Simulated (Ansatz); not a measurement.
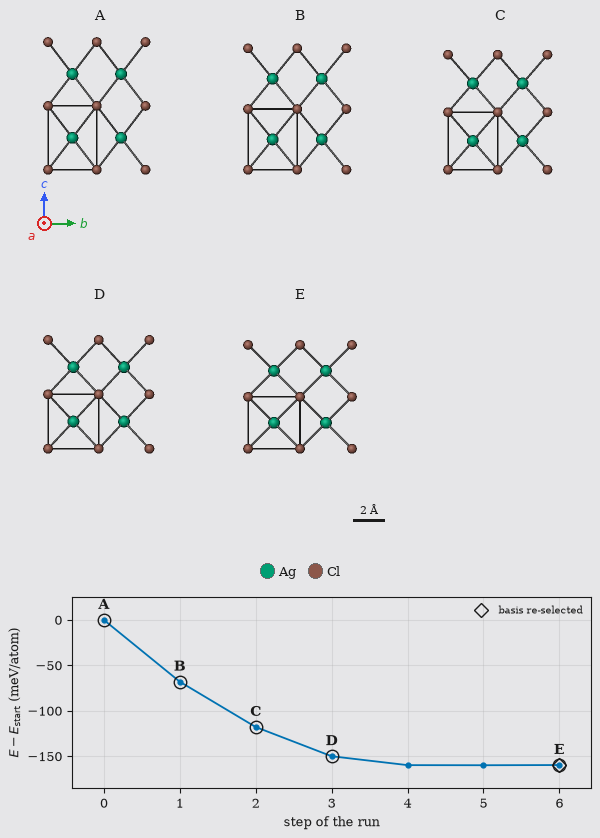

Frames of a relaxation of a crystal of AgCl (built on the CuAu (L1_0)_123 type), marked on the history of the run. The picture is a ball-and-stick view of the cell of the calculation, repeated 1 × 2 × 2 with one cell outlined, seen along the a axis.

Case: CuAu (L1_0) type (P4/mmm, No. 123).

The calculation used DFT PBE, scalar-relativistic, plane waves, PAW (Ansatz). Settings: plane-wave cutoff 420 eV; k-point mesh 18 × 18 × 14; occupations gaussian; smearing width 0.1 eV; no spin polarisation; cell and atoms relaxed; force threshold 0.01 eV/Å; at most 80 steps.

> Describe the path.

The atoms keep their places relative to the cell (all moves are under 0.005 Å). Cell: a = b 3.217 → 3.432 Å (+6.7 %), c 4.217 → 3.431 Å (−18.7 %). Volume −7.5 %. Among the contacts that change: Ag–Cl 3.102 → 2.972 Å. The space group (tolerance 0.01 Å) goes from P4/mmm (No. 123) to Pm-3m (No. 221). After 5 accepted moves (6 points after the start) the energy has fallen by 160 meV per atom. All forces vanish by symmetry, so only the cell relaxes. The pressure goes from −2.73 to −0.01 GPa. The SCF was repeated once at an unchanged geometry on a basis and grid sized afresh for the cell, which shifted the energy by 0.2 meV per atom at most. The run took 110 s on 1 thread of Arm Neoverse V2, on a shared host, peak memory 0.54 GiB. From step 0 to 1: volume −3.1 %, energy −67.9 meV per atom. From step 1 to 2: volume −3.2 %, energy −49.8 meV per atom. From step 2 to 3: volume −1.7 %, energy −32.1 meV per atom. From step 3 to 6: volume +0.3 %, energy −9.7 meV per atom.

```
step  E − E(0), meV/atom  pressure, GPa  volume, Å³/atom                      note
   0                0.00          -2.73           21.829                          
   1              -67.90          -1.77           21.144                          
   2             -117.74          -0.54           20.477                          
   3             -149.87           0.19           20.133                          
   4             -159.64           0.06           20.171                          
   5             -159.75           0.00           20.198                          
   6             -159.54          -0.01           20.198  same geometry, new basis
```
